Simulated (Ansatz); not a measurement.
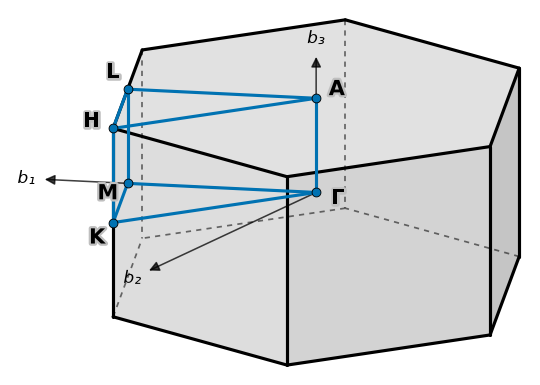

The first Brillouin zone and its special points. Crystal: ZrSe2, a calculation's input that goes back to an entry of the Crystallography Open Database (an earlier step may have relaxed or displaced it). All values are computed from the atomic coordinates in the standard setting (tolerance 0.002 Å).

Space group No. 164, P-3m1; a = 3.789 Å, b = 3.789 Å, c = 6.181 Å, α = 90.00°, β = 90.00°, γ = 120.00°.

Labels and path follow the convention of Hinuma et al. (2017), as computed by seekpath; the arrows show the directions of the reciprocal primitive vectors b₁, b₂, b₃, in which coordinates are given; lengths include the factor 2π.

List the special points with their coordinates and distances from Γ.

Answer.
| point | k₁ | k₂ | k₃ | length of k (1/Å) |
| --- | --- | --- | --- | --- |
| Γ | 0 | 0 | 0 | 0.000 |
| A | 0 | 0 | 1/2 | 0.508 |
| K | 1/3 | 1/3 | 0 | 1.105 |
| H | 1/3 | 1/3 | 1/2 | 1.217 |
| M | 1/2 | 0 | 0 | 0.957 |
| L | 1/2 | 0 | 1/2 | 1.084 |

What is the zone's volume?

Answer. (2π)³ over the primitive cell's volume of 76.86 Å³: 3.23 Å⁻³.
